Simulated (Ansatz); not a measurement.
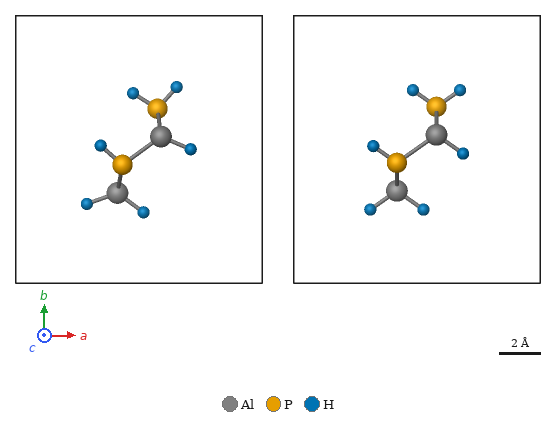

Two geometries of a wire of composition AlPH3, drawn at one scale. One is the start of a relaxation, the other its converged end. Style: ball-and-stick. Shown: the 2 repeat of the cell, with the vacuum cut short, along the c axis.

These are results of DFT PBE, scalar-relativistic, plane waves, PAW (Ansatz), not measurements. (plane-wave cutoff 420 eV; k-point mesh 1 × 1 × 9; occupations gaussian; smearing width 0.05 eV; no spin polarisation; cell relaxed at fixed a, b, alpha, beta, gamma; force threshold 0.02 eV/Å; at most 45 steps)

Q: Which one is relaxed?

A: The left one is the relaxed one. Case: wire along [1 1 0], 4 atoms a period, capped with H. Over 8 accepted moves (10 points after the start) the energy falls by 0.218 eV per cell of the calculation. Largest force component: 0.92 eV/Å at the start, 0.0035 eV/Å at the end. The line search rejected the trial step at point 5 of the run. The SCF was repeated once at an unchanged geometry on a basis and grid sized afresh for the cell, which shifted the energy by 2.9 meV per cell of the calculation at most. The atom that moves furthest relative to the centre of the atoms is an H atom (0.39 Å). By element the largest moves are H 0.39 Å, P 0.20 Å, Al 0.15 Å. Along the periodic axis the drawn cell goes c 7.788 → 7.997 Å (+2.7 %). Some distances before and after: Al–P 2.385 → 2.446 Å, Al–P 2.385 → 2.346 Å, Al–H 1.600 → 1.588 Å, H–P 1.420 → 1.425 Å. Bond angles that change, for instance: H–Al–H 109.5° → 123.8°, P–Al–H 109.5° → 120.7°, H–P–H 109.5° → 99.2°.
